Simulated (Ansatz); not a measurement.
CaF$_{3}$: geometry relaxation (part 2 of 2)

Continued. System: CaF$_{3}$ (4 atoms in the cell). Method: DFT r2SCAN, scalar-relativistic, plane waves, PAW, spin-polarised (Ansatz 0.2.0); cutoff 500 eV, 16×16×16 k-mesh, Gaussian smearing of 0.1 eV, collinear spins. The structure derives from a Materials Project entry.

Geometry of the input (Å; fractional positions):
```
-1.8994  1.8994  3.2227
1.8994  -1.8994  3.2227
1.8994  1.8994  -3.2227
Ca 0.0000  0.0000  0.0000
F  0.7500  0.2500  0.5000
F  0.2500  0.7500  0.5000
F  0.5000  0.5000  0.0000
```

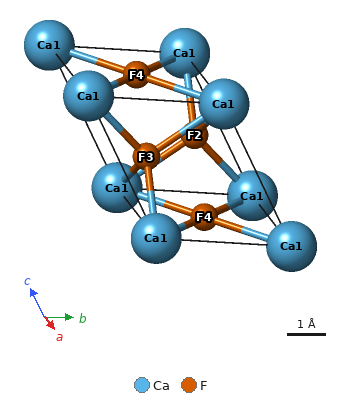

Fig. 1: The geometry at step 1 of the log (ball-and-stick view of the reduced cell, seen at an oblique angle; atoms are numbered from 1 in the order of the input).

## The program's output, continued
```
SCF iter   1: F=—  HF=-4254.047001 eV  |F-HF|=—  |Δ(HF+E_count)|=         —  Δρ=3.49e-3 (↑1.58e-3 ↓3.49e-3)  dr2=5.79e-3  dr2_τ=1.39e-2  dr2_m=9.62e-4  M=1.000 μB ∫|m|=1.078 μB  β_m=1.20  ethr=1.86e-5  ⟨swp⟩=2.0  Hψ=79840  notcnv=0
preconditioner: auto → Kerker (q_TF=auto, 2.565 Å⁻¹)  [metal: Δε(μ)=0.004 eV  Ē_g=18.551 eV  σ=0.100 eV  W_gap=0.02  n_scr=14 (ndim 8)  ℏωp=29.8 eV  f_vac=0.000  D(μ)=0.84/eV (n_scr^D=0)]
spin=Collinear: Kerker preconditioning applied to the charge; magnetization (m = ρ↑ − ρ↓) channel mixes plain (no charge-response kernel on spin).
SCF iter   2: F=—  HF=-4254.077914 eV  |F-HF|=—  |Δ(HF+E_count)|=   3.09e-2  Δρ=4.30e-3 (↑1.67e-3 ↓4.30e-3)  dr2=1.02e-2  dr2_τ=1.69e-4  dr2_m=1.58e-3  M=1.000 μB ∫|m|=1.079 μB  β_m=1.20  ethr=1.86e-5  ⟨swp⟩=2.0  Hψ=29320  notcnv=0  κ⁻¹=1.0e0(r=1)
SCF iter   3: F=—  HF=-4254.078356 eV  |F-HF|=—  |Δ(HF+E_count)|=   4.42e-4  Δρ=3.35e-3 (↑1.76e-3 ↓3.35e-3)  dr2=9.70e-3  dr2_τ=8.16e-5  dr2_m=4.26e-4  M=1.000 μB ∫|m|=1.080 μB  β_m=1.20  ethr=1.86e-5  ⟨swp⟩=1.0  Hψ=14689  notcnv=0  κ⁻¹=1.7e-2(r=2)
SCF iter   4: F=—  HF=-4254.077436 eV  |F-HF|=—  |Δ(HF+E_count)|=   9.20e-4  Δρ=1.57e-3 (↑1.57e-3 ↓1.51e-3)  dr2=4.15e-3  dr2_τ=3.89e-5  dr2_m=3.35e-6  M=1.000 μB ∫|m|=1.079 μB  β_m=1.20  ethr=1.86e-5  ⟨swp⟩=1.9  Hψ=19819  notcnv=0  κ⁻¹=1.3e-2(r=3)
SCF iter   5: F=—  HF=-4254.076915 eV  |F-HF|=—  |Δ(HF+E_count)|=   5.21e-4  Δρ=8.92e-4 (↑8.49e-4 ↓8.92e-4)  dr2=1.42e-3  dr2_τ=2.02e-5  dr2_m=1.40e-6  M=1.000 μB ∫|m|=1.079 μB  β_m=1.20  ethr=1.34e-5  ⟨swp⟩=1.0  Hψ=15050  notcnv=0  κ⁻¹=3.4e-3(r=4)
SCF iter   6: F=—  HF=-4254.076487 eV  |F-HF|=—  |Δ(HF+E_count)|=   4.29e-4  Δρ=4.80e-4 (↑3.85e-4 ↓4.80e-4)  dr2=2.00e-4  dr2_τ=7.32e-6  dr2_m=4.80e-6  M=1.000 μB ∫|m|=1.078 μB  β_m=1.20  ethr=4.57e-6  ⟨swp⟩=2.7  Hψ=23507  notcnv=0  defer=9  κ⁻¹=1.3e-3(r=5)
SCF iter   7: F=—  HF=-4254.076505 eV  |F-HF|=—  |Δ(HF+E_count)|=   1.84e-5  Δρ=4.69e-4 (↑3.57e-4 ↓4.69e-4)  dr2=9.76e-5  dr2_τ=4.47e-6  dr2_m=4.87e-6  M=1.000 μB ∫|m|=1.078 μB  β_m=1.20  ethr=6.45e-7  ⟨swp⟩=1.1  Hψ=16601  notcnv=0  defer=10  κ⁻¹=3.9e-4(r=6)
SCF iter   8: F=—  HF=-4254.076567 eV  |F-HF|=—  |Δ(HF+E_count)|=   6.16e-5  Δρ=9.99e-5 (↑9.99e-5 ↓8.95e-5)  dr2=9.80e-6  dr2_τ=3.57e-7  dr2_m=1.34e-7  M=1.000 μB ∫|m|=1.078 μB  β_m=1.20  ethr=3.15e-7  ⟨swp⟩=2.0  Hψ=23007  notcnv=0  defer=11  κ⁻¹=8.2e-5(r=7)
SCF iter   9: F=—  HF=-4254.076568 eV  |F-HF|=—  |Δ(HF+E_count)|=   1.07e-6  Δρ=5.33e-5 (↑5.33e-5 ↓5.27e-5)  dr2=4.41e-6  dr2_τ=1.66e-7  dr2_m=1.15e-7  M=1.000 μB ∫|m|=1.078 μB  β_m=1.20  ethr=3.16e-8  ⟨swp⟩=2.1  Hψ=22703  notcnv=0  defer=12  κ⁻¹=2.7e-5(r=8)
SCF iter  10: F=—  HF=-4254.076569 eV  |F-HF|=—  |Δ(HF+E_count)|=   8.15e-7  Δρ=2.72e-5 (↑2.39e-5 ↓2.72e-5)  dr2=9.07e-7  dr2_τ=3.06e-8  dr2_m=8.63e-8  M=1.000 μB ∫|m|=1.078 μB  β_m=1.20  ethr=1.42e-8  ⟨swp⟩=2.4  Hψ=23212  notcnv=0  defer=12  κ⁻¹=7.1e-5(r=8)
SCF iter  11: F=-4254.076569 eV  HF=-4254.076569 eV  |F-HF|=9.15e-8  |Δ(HF+E_count)|=   2.80e-7  Δρ=1.36e-5 (↑1.18e-5 ↓1.36e-5)  dr2=1.21e-7  dr2_τ=6.72e-9  dr2_m=2.23e-9  M=1.000 μB ∫|m|=1.078 μB  ethr=1.29e-9  ⟨swp⟩=9.4  Hψ=93821  notcnv=0
SCF 2 converged in 11 iterations: F = -4254.076569 eV  dr2 = 1.21e-7
[... from here on the iterations of each SCF are left out, up to the last one ...]
relax step   2: F+E_penalty+E_count = -4254.07656921 eV  Δ(F+E_penalty+E_count) = -3.177e-2 eV  max|allowed force component| = 3.253e-19 eV/Å  Δτ_max = 0.0000 Å  P = -0.037 GPa  Ω = 44.945 Å³  energy of the carried Pulay correction = +1.398e-3 eV  (11 SCF iters, dr2 threshold 4.00e-7 eV, accepted)
Crystal: 4 atoms, lattice volume = 44.924 Å³
preconditioner: auto → Kerker (q_TF=auto, 2.565 Å⁻¹)  [metal: Δε(μ)=0.023 eV  Ē_g=18.623 eV  σ=0.100 eV  W_gap=0.13  n_scr=14 (ndim 8)  ℏωp=29.8 eV  f_vac=0.000  D(μ)=0.71/eV (n_scr^D=0)]
spin=Collinear: Kerker preconditioning applied to the charge; magnetization (m = ρ↑ − ρ↓) channel mixes plain (no charge-response kernel on spin).
SCF 3 converged in 8 iterations: F = -4254.077269 eV  dr2 = 2.79e-7
relax step   3: F+E_penalty+E_count = -4254.07726866 eV  Δ(F+E_penalty+E_count) = -6.995e-4 eV  max|allowed force component| = 1.084e-18 eV/Å  Δτ_max = 0.0000 Å  P = +0.065 GPa  Ω = 44.924 Å³  energy of the carried Pulay correction = +1.467e-3 eV  (8 SCF iters, dr2 threshold 4.00e-7 eV, accepted)
Crystal: 4 atoms, lattice volume = 44.958 Å³
preconditioner: auto → Kerker (q_TF=auto, 2.564 Å⁻¹)  [metal: Δε(μ)=0.007 eV  Ē_g=18.618 eV  σ=0.100 eV  W_gap=0.04  n_scr=14 (ndim 8)  ℏωp=29.8 eV  f_vac=0.000  D(μ)=0.66/eV (n_scr^D=0)]
spin=Collinear: Kerker preconditioning applied to the charge; magnetization (m = ρ↑ − ρ↓) channel mixes plain (no charge-response kernel on spin).
SCF 4 converged in 8 iterations: F = -4254.077251 eV  dr2 = 3.02e-9
relax step   4: F+E_penalty+E_count = -4254.07725079 eV  Δ(F+E_penalty+E_count) = +1.787e-5 eV  max|allowed force component| = 1.400e-29 eV/Å  Δτ_max = 0.0000 Å  P = -0.000 GPa  Ω = 44.958 Å³  energy of the carried Pulay correction = +1.442e-3 eV  (8 SCF iters, dr2 threshold 1.21e-8 eV, accepted)
Basis set: ecut = 500 eV, 1159 PW (Γ), exchange–correlation on 120×120×120 points (64 copies of the dense FFT grid, shifted against one another)
Initial wavefunctions: pseudopotential atomic-orbital guess (no wavefunctions were taken with the density)
preconditioner: auto → Kerker (q_TF=auto, 2.564 Å⁻¹)  [metal: Δε(μ)=0.007 eV  Ē_g=18.617 eV  σ=0.100 eV  W_gap=0.04  n_scr=14 (ndim 8)  ℏωp=29.8 eV  f_vac=0.000  D(μ)=0.65/eV (n_scr^D=0)]
spin=Collinear: Kerker preconditioning applied to the charge; magnetization (m = ρ↑ − ρ↓) channel mixes plain (no charge-response kernel on spin).
SCF 5 converged in 10 iterations: F = -4254.075466 eV  dr2 = 1.59e-11
relax step   5: F+E_penalty+E_count = -4254.07546593 eV  Δ(F+E_penalty+E_count) = +1.785e-3 eV  max|allowed force component| = 5.421e-19 eV/Å  Δτ_max = 0.0000 Å  P = +0.027 GPa  Ω = 44.958 Å³  stress off target by 5.13e-2 GPa  SCF on the basis re-selected at this cell (its energy is not comparable with the rows above)  (10 SCF iters)
basis re-selected at this cell: Δ(F+E_penalty+E_count) = +1.785e-3 eV, ΔP = +0.028 GPa vs the last step (what re-selecting the basis moved, of the pressure what is left beyond the Pulay correction that the steps carried, after the strain that the cell walked since its last selection, with what the two solves' SCF thresholds leave and, on support functions, any second-order correction that the steps lacked; it is no measure of the basis error at this ecutwfc). The dense FFT grid was sized anew with the basis: this SCF ran on 30×30×30 points, the steps before it on 32×32×32, so part of this shift can come from that change (see relax.cell in the input reference). This SCF's stress stands 5.13e-2 GPa from its target on what of the cell is left free (relax.cell.stress_tol is 5.00e-2 GPa) and its largest allowed force component is 5.42e-19 eV/Å (relax.f_tol is 5.00e-3 eV/Å): not within both, so this SCF does not close the relaxation
Crystal: 4 atoms, lattice volume = 44.971 Å³
preconditioner: auto → Kerker (q_TF=auto, 2.564 Å⁻¹)  [metal: Δε(μ)=0.007 eV  Ē_g=18.616 eV  σ=0.100 eV  W_gap=0.04  n_scr=14 (ndim 8)  ℏωp=29.8 eV  f_vac=0.000  D(μ)=0.65/eV (n_scr^D=0)]
spin=Collinear: Kerker preconditioning applied to the charge; magnetization (m = ρ↑ − ρ↓) channel mixes plain (no charge-response kernel on spin).
SCF 6 converged in 8 iterations: F = -4254.075456 eV  dr2 = 1.38e-9
relax step   6: F+E_penalty+E_count = -4254.07545579 eV  Δ(F+E_penalty+E_count) = +1.013e-5 eV  max|allowed force component| = 1.381e-30 eV/Å  Δτ_max = 0.0000 Å  P = -0.000 GPa  Ω = 44.971 Å³  energy of the carried Pulay correction = -1.283e-5 eV  (8 SCF iters, dr2 threshold 6.58e-9 eV, accepted)
iter 1 solved again at ethr=2.50e-7 eV; its pass at ethr=3.10e-3 eV (dr2=7.74e-5 eV) is discarded
SCF iter   1: F=—  HF=-4254.075467 eV  |F-HF|=—  |Δ(HF+E_count)|=         —  Δρ=1.53e-6 (↑1.51e-6 ↓1.53e-6)  dr2=1.55e-9  dr2_τ=3.30e-10  dr2_m=2.72e-11  M=1.000 μB ∫|m|=1.078 μB  β_m=1.20  ethr=2.50e-7  ⟨swp⟩=3.0  Hψ=122534  notcnv=0
eigensolver tolerance schedule: the retry pair's looser diagonalisation over-reported the residual by 50078.37 of it (diagonalisation noise at an unbounded share of the residual, at the tolerance the schedule requests for it); recorded, not acted on — ethr = c·dr2/N_el stays at c = 1.0e-1
preconditioner: auto → Kerker (q_TF=auto, 2.564 Å⁻¹)  [metal: Δε(μ)=0.004 eV  Ē_g=18.616 eV  σ=0.100 eV  W_gap=0.02  n_scr=14 (ndim 8)  ℏωp=29.8 eV  f_vac=0.000  D(μ)=0.66/eV (n_scr^D=0)]
spin=Collinear: Kerker preconditioning applied to the charge; magnetization (m = ρ↑ − ρ↓) channel mixes plain (no charge-response kernel on spin).
SCF iter   2: F=—  HF=-4254.075468 eV  |F-HF|=—  |Δ(HF+E_count)|=   2.08e-7  Δρ=1.14e-6 (↑1.02e-6 ↓1.14e-6)  dr2=1.12e-9  dr2_τ=7.30e-11  dr2_m=2.70e-11  M=1.000 μB ∫|m|=1.078 μB  β_m=1.20  ethr=4.99e-12  ⟨swp⟩=3.2  Hψ=33269  notcnv=0  κ⁻¹=1.0e0(r=1)
SCF iter   3: F=—  HF=-4254.075468 eV  |F-HF|=—  |Δ(HF+E_count)|=  2.70e-10  Δρ=8.66e-7 (↑8.12e-7 ↓8.66e-7)  dr2=8.00e-10  dr2_τ=3.59e-11  dr2_m=2.58e-12  M=1.000 μB ∫|m|=1.078 μB  β_m=1.20  ethr=3.61e-12  ⟨swp⟩=1.0  Hψ=14658  notcnv=0  κ⁻¹=7.6e-2(r=2)
SCF iter   4: F=—  HF=-4254.075468 eV  |F-HF|=—  |Δ(HF+E_count)|=  4.14e-10  Δρ=3.54e-7 (↑2.83e-7 ↓3.54e-7)  dr2=1.01e-10  dr2_τ=5.05e-12  dr2_m=1.13e-11  M=1.000 μB ∫|m|=1.078 μB  β_m=1.20  ethr=2.58e-12  ⟨swp⟩=2.3  Hψ=24352  notcnv=0  κ⁻¹=2.6e-2(r=3)
SCF iter   5: F=—  HF=-4254.075468 eV  |F-HF|=—  |Δ(HF+E_count)|=  4.55e-12  Δρ=3.14e-7 (↑2.01e-7 ↓3.14e-7)  dr2=6.64e-11  dr2_τ=2.63e-12  dr2_m=3.10e-12  M=1.000 μB ∫|m|=1.078 μB  β_m=1.20  ethr=1.00e-12  ⟨swp⟩=1.0  Hψ=14658  notcnv=0  κ⁻¹=1.4e-2(r=4)
SCF iter   6: F=-4254.075468 eV  HF=-4254.075468 eV  |F-HF|=5.46e-12  |Δ(HF+E_count)|=  9.09e-13  Δρ=1.30e-7 (↑1.30e-7 ↓1.21e-7)  dr2=1.58e-11  dr2_τ=9.82e-13  dr2_m=1.03e-12  M=1.000 μB ∫|m|=1.078 μB  ethr=1.00e-12  ⟨swp⟩=4.0  Hψ=57859  notcnv=0
SCF 7 converged in 6 iterations: F = -4254.075468 eV  dr2 = 1.58e-11
relax step   7: F+E_penalty+E_count = -4254.07546753 eV  Δ(F+E_penalty+E_count) = -1.173e-5 eV  max|allowed force component| = 1.952e-18 eV/Å  Δτ_max = 0.0000 Å  P = -0.000 GPa  Ω = 44.971 Å³  stress off target by 5.23e-4 GPa  SCF on the basis re-selected at this cell (its energy is not comparable with the rows above)  (6 SCF iters)
basis re-selected at this cell: Δ(F+E_penalty+E_count) = -1.173e-5 eV, ΔP = -0.000 GPa vs the last step (what re-selecting the basis moved, of the pressure what is left beyond the Pulay correction that the steps carried, after the strain that the cell walked since its last selection, with what the two solves' SCF thresholds leave and, on support functions, any second-order correction that the steps lacked; it is no measure of the basis error at this ecutwfc). This SCF's stress stands 5.23e-4 GPa from its target on what of the cell is left free (relax.cell.stress_tol is 5.00e-2 GPa) and its largest allowed force component is 1.95e-18 eV/Å (relax.f_tol is 5.00e-3 eV/Å): within both
SCF converged after 6 iterations
Stability not checked: this state was not tested for a lower state beside it, because the mixer in use, unlike msr1, does not test its closes by its own steps (another_mixer; see scf.mixing.algorithm and scf.lower_state_search)
Magnetization: 1.0000 μB (16.0000 up, 15.0000 down)
Absolute magnetization: 1.0798 μB (∫|ρ↑−ρ↓|, with the PAW one-centre terms)
Spin contamination: 0.0036 ħ² per cell (⟨S²⟩ above its minimum at these occupations)
Per-site moments (μB) at R_I (Å): [(-0.003506024478710039, 1.0125207630388542), (0.18591302929012704, 1.0125207630388542), (0.18591302929012707, 1.0125207630388542), (0.6478669369622684, 1.0125207630388542)]
Free energy (F): -4254.075468 eV
Harris-Foulkes:  -4254.075468 eV  (|F-HF|=5.46e-12)
Internal energy: -4254.072182 eV  (E = F + TS)
E sigma→0 (E₀):  -4254.073825 eV
Entropy (-TS):   -0.003286 eV (-0.821 meV/atom)
Fermi energy:    3.901648 eV
--- Per-component energies (eV) ---
  E_band       = -225.376490
  E_kinetic    = 897.973490
  E_local      = -2019.856858  (includes V_loc(G=0)·N_el)
  E_nonlocal   = 282.345154
  E_hartree    = 693.178642
  E_xc         = -374.170759
  E_vxc        = -541.640302  (∫ρ·V_xc dr)
  E_paw        = -1471.523157  (= ΣΔE_a)
  E_vpaw       = -267.577566  (= ΣTr[D̂ρ^β])
  E_aug_tail   = 0.003214  (compensation charges beyond the density's cutoff)
  E_vtau       = 37.019087  (kinetic-family band-sum trace: ∫τ·v_τ [+ j·A + Jᵃ·Aᵃ] dr)
  E_ewald      = -2261.707068
  E_core_change = -0.314840  (= ΣΔE_core)
  E_smearing   = -0.003286  (= −TS)
  E_closure    = -0.000000  (closes the sum)
  Σ components = -4254.075468   (vs F -4254.075468, Δ=0.00e0)
--- Forces (eV/Å), atoms counted from 1 ---
  atom   1  Ca     0.00000000     0.00000000     0.00000000
  atom   2  F      0.00000000     0.00000000     0.00000000
  atom   3  F      0.00000000     0.00000000     0.00000000
  atom   4  F     -0.00000000     0.00000000     0.00000000
  max |Σ_I F_I| component: 6.07e-18 eV/Å
--- Stress (GPa, compression-positive) ---
       -0.000169       0.000000       0.000000
        0.000000      -0.000169      -0.000000
        0.000000       0.000000      -0.000523
  P = ⅓ Tr σ = -0.0003 GPa (-0.003 kbar)
--- Band table (eV; the first three rows and the last of 698) ---
  k-point 0 ↑: bands = ["-34.1644", "-19.4480", "-17.3736", "-17.1042", "-14.2263", "-14.2244", "-14.2244", "-0.5540", "1.0197", "1.0197", "1.2497", "1.2497", "1.6216", "2.8996", "3.4022", "3.4022", "12.6454", "13.3418", "13.6434", "14.3677", "14.9225"]
  k-point 1 ↑: bands = ["-34.1632", "-19.4431", "-17.3822", "-17.1163", "-14.2287", "-14.2280", "-14.2103", "-0.5859", "0.9088", "0.9992", "1.3062", "1.3183", "1.7602", "2.8838", "3.3020", "3.3969", "12.7090", "13.3946", "13.7862", "14.3786", "14.8835"]
  k-point 2 ↑: bands = ["-34.1598", "-19.4272", "-17.4090", "-17.1505", "-14.2409", "-14.2329", "-14.1713", "-0.6643", "0.7136", "0.9507", "1.4550", "1.5170", "2.0341", "2.8374", "3.0263", "3.3811", "12.8701", "13.5307", "14.2041", "14.4104", "14.7677"]
  k-point 348 ↓: bands = ["-34.1475", "-17.6852", "-17.4268", "-16.7994", "-14.2769", "-14.2769", "-13.7412", "0.7126", "0.7126", "1.6749", "3.1702", "3.3503", "3.3503", "3.4321", "3.4506", "3.4506", "12.7477", "13.0420", "13.8198", "14.4293", "14.4293"]
--- Relaxed structure (5 steps of the walk, 5 accepted, 2 SCFs on fresh bases) ---
  F+E_penalty+E_count = -4254.07546753 eV   max|allowed force component| = 1.952e-18 eV/Å   (the final SCF, on the basis selected at the relaxed cell)
  cell:  # Å, volume = 44.9705 Å³
    - [-1.9077757081628808, 1.9077757081628808, 3.0889689772665876]
    - [1.9077757081628808, -1.9077757081628808, 3.0889689772665876]
    - [1.9077757081628808, 1.9077757081628808, -3.0889689772665876]
  atoms:
    - { symbol: Ca, position: [9.989799986743702e-37, -2.0582594939999754e-36, -3.589471469131823e-37] }
    - { symbol: F, position: [0.75, 0.25, 0.5] }
    - { symbol: F, position: [0.25, 0.75, 0.5] }
    - { symbol: F, position: [0.5, 0.5, 5.998784359387893e-36] }
--- Löwdin populations: 4 sites ---
  site symbol       q [e]    m [muB]
     0     Ca      8.2622    -0.0077
     1      F      7.6519     0.1854
     2      F      7.6519     0.1854
     3      F      7.2717     0.6514
  spilling = 0.005236 (of n_electrons = 31.000000)
```

## File populations.tsv
```
# site	symbol	l	j	q_up	q_dn
# orbitals = lowdin
# n_electrons = 31.000000
# spilling = 0.005236
0	Ca	0_3S	-	0.995685	0.995610
0	Ca	0_4S	-	0.134398	0.143056
0	Ca	1_3P	-	2.997162	2.996298
1	F	0_2S	-	0.973702	0.972868
1	F	1_2P	-	2.944949	2.760356
2	F	0_2S	-	0.973702	0.972868
2	F	1_2P	-	2.944949	2.760356
3	F	0_2S	-	0.983366	0.981190
3	F	1_2P	-	2.978210	2.328970
```

## Trajectory as extended XYZ (Å, eV, eV/Å), 7 frames, from step=1 to step=7
```
4
Lattice="-1.8994 1.8994 3.2227 1.8994 -1.8994 3.2227 1.8994 1.8994 -3.2227" Properties=species:S:1:pos:R:3:forces:R:3 step=1 energy=-4254.04479 pressure_GPa=-3.03
Ca    0.0000    0.0000    0.0000    0.0000   0.0000   0.0000
F     0.0000    1.8994    1.6113    0.0000   0.0000   0.0000
F     1.8994    0.0000    1.6113    0.0000   0.0000   0.0000
F     0.0000    0.0000    3.2227    0.0000   0.0000   0.0000
4
Lattice="-1.9014 1.9014 3.1080 1.9014 -1.9014 3.1080 1.9014 1.9014 -3.1080" Properties=species:S:1:pos:R:3:forces:R:3 step=2 energy=-4254.07657 pressure_GPa=-0.04
Ca    0.0000    0.0000    0.0000    0.0000   0.0000   0.0000
F     0.0000    1.9014    1.5540    0.0000   0.0000   0.0000
F     1.9014    0.0000    1.5540    0.0000   0.0000   0.0000
F     0.0000    0.0000    3.1080    0.0000   0.0000   0.0000
4
Lattice="-1.9072 1.9072 3.0875 1.9072 -1.9072 3.0875 1.9072 1.9072 -3.0875" Properties=species:S:1:pos:R:3:forces:R:3 step=3 energy=-4254.07727 pressure_GPa=0.07
Ca    0.0000    0.0000    0.0000    0.0000   0.0000   0.0000
F     0.0000    1.9072    1.5437    0.0000   0.0000   0.0000
F     1.9072    0.0000    1.5437    0.0000   0.0000   0.0000
F     0.0000    0.0000    3.0875    0.0000   0.0000   0.0000
4
Lattice="-1.9079 1.9079 3.0877 1.9079 -1.9079 3.0877 1.9079 1.9079 -3.0877" Properties=species:S:1:pos:R:3:forces:R:3 step=4 energy=-4254.07725 pressure_GPa=-0.00
Ca    0.0000    0.0000    0.0000    0.0000   0.0000   0.0000
F     0.0000    1.9079    1.5438    0.0000   0.0000   0.0000
F     1.9079    0.0000    1.5438    0.0000   0.0000   0.0000
F     0.0000    0.0000    3.0877    0.0000   0.0000   0.0000
4
Lattice="-1.9079 1.9079 3.0877 1.9079 -1.9079 3.0877 1.9079 1.9079 -3.0877" Properties=species:S:1:pos:R:3:forces:R:3 step=5 energy=-4254.07547 pressure_GPa=0.03
Ca    0.0000    0.0000    0.0000    0.0000   0.0000   0.0000
F     0.0000    1.9079    1.5438    0.0000   0.0000   0.0000
F     1.9079    0.0000    1.5438    0.0000   0.0000   0.0000
F     0.0000    0.0000    3.0877    0.0000   0.0000   0.0000
4
Lattice="-1.9078 1.9078 3.0890 1.9078 -1.9078 3.0890 1.9078 1.9078 -3.0890" Properties=species:S:1:pos:R:3:forces:R:3 step=6 energy=-4254.07546 pressure_GPa=-0.00
Ca    0.0000    0.0000    0.0000    0.0000   0.0000   0.0000
F     0.0000    1.9078    1.5445    0.0000   0.0000   0.0000
F     1.9078    0.0000    1.5445    0.0000   0.0000   0.0000
F     0.0000    0.0000    3.0890    0.0000   0.0000   0.0000
4
Lattice="-1.9078 1.9078 3.0890 1.9078 -1.9078 3.0890 1.9078 1.9078 -3.0890" Properties=species:S:1:pos:R:3:forces:R:3 step=7 energy=-4254.07547 pressure_GPa=-0.00
Ca    0.0000    0.0000    0.0000    0.0000   0.0000   0.0000
F     0.0000    1.9078    1.5445    0.0000   0.0000   0.0000
F     1.9078    0.0000    1.5445    0.0000   0.0000   0.0000
F     0.0000    0.0000    3.0890    0.0000   0.0000   0.0000
```

## Summary

```json
{"quantity": "outcome", "value": "converged"}
{"quantity": "space group (tolerance 0.01 Å)", "value": "I4/mmm (139)"}
{"quantity": "electrons treated", "value": "31"}
{"quantity": "free energy", "value": "−4254.0755 eV"}
{"quantity": "Fermi energy", "value": "3.902 eV"}
{"quantity": "gap on the k-point mesh", "value": "none (metallic)"}
{"quantity": "net moment of the cell", "value": "1.00 μB"}
{"quantity": "integrated absolute moment", "value": "1.08 μB"}
{"quantity": "pressure", "value": "0.00 GPa"}
{"quantity": "final volume", "value": "44.97 Å³"}
{"quantity": "largest force (length of the vector) at the end", "value": "under 0.001 eV/Å"}
{"quantity": "final cell", "value": "a = 4.101 Å, b = 4.101 Å, c = 4.101 Å, α = 124.56°, β = 124.56°, γ = 82.27°"}
{"quantity": "hardware", "value": "1 thread of Intel Xeon (Sapphire Rapids), 64 GiB of memory available, shared host"}
{"quantity": "wall time", "value": "5.9 min"}
{"quantity": "peak memory", "value": "1 GiB"}
```

## Remarks

The electronic state found may not be the lowest one.
